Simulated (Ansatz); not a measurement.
**TiO$_{2}$: density, localisation and related maps**

```
Ti O
1.0
     2.44476   -2.44476    0.00000
     2.44476    2.44476    0.00000
     0.00000    0.00000    4.77212
Ti O
2 4
Direct
  0.00000 0.00000 0.00000
  0.50000 0.50000 0.50000
  0.00000 0.50000 0.25000
  0.50000 0.00000 0.75000
  0.50000 0.00000 0.25000
  0.00000 0.50000 0.75000
```

Space group I4/mmm; started from the fluorite prototype, which need not be the ambient phase; changed on purpose from its base cell (epitaxial xy strain +2.0%); computed pressure about −13 GPa in this cell; computed without spin polarisation.

All numbers below come from DFT, HSE06, plane waves, PAW (Ansatz 0.2.0).

The density is the valence pseudo-density of a PAW calculation; it isn't the true density close to the nuclei.

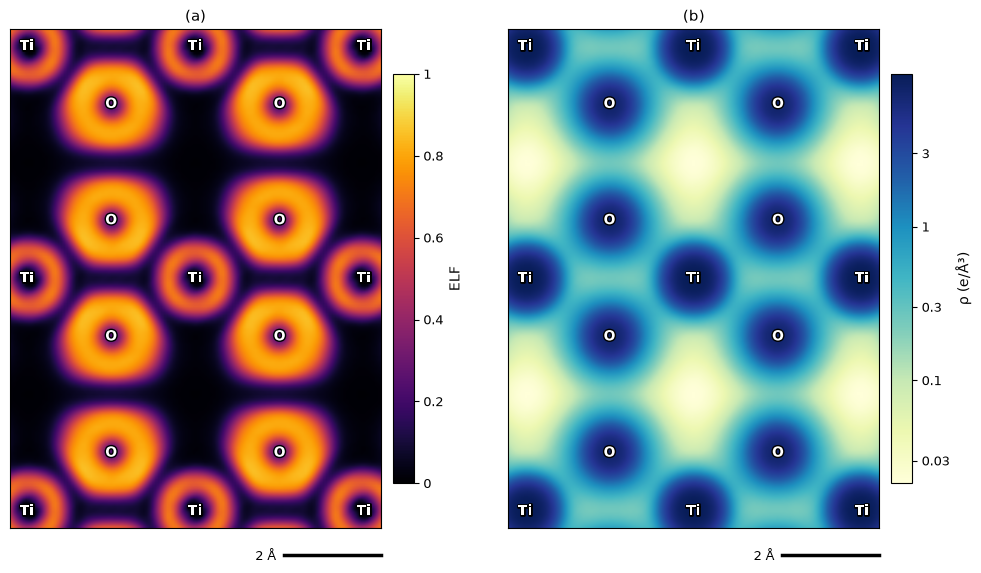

Figure 1. (a) electron localisation function; (b) valence electron density on the (100) plane of the conventional cell.

Question: Read the bonding off the picture.

Answer: The plane passes through Ti and O nuclei.
Ti–O (2.10 Å): ρ at the midpoint is about 0.52 e/Å³; the ELF peaks at about 0.85 in the valence shell of O, 0.7 Å from its nucleus, and is about 0.25 at the midpoint; no localised pair shows between them.
Between the atoms the lowest density in this plane is 0.02 e/Å³.
The features right at Ti lie inside the PAW spheres, where the map follows smoothed inner orbitals and isn't to be read closely.

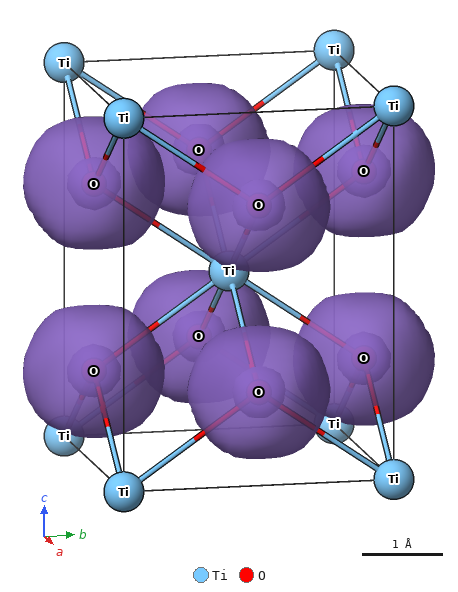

Figure 2. Isosurface of the ELF at 0.65 (purple), seen slightly off an axis. Only the valence region is drawn (cores and ρ < 0.01 e/Å³ removed). Sticks mark near contacts.

Question: Describe the localisation domains.

Answer: The surface consists of four regions wrapped around O (the valence shell of each), counted in one cell of 6 atoms. Regions shared between cells count once.

Question: Does the calculation give a band gap?

Answer: It is gapped, with a Kohn–Sham gap of 2.3 eV on the k-point mesh, an upper bound to the gap of this method.
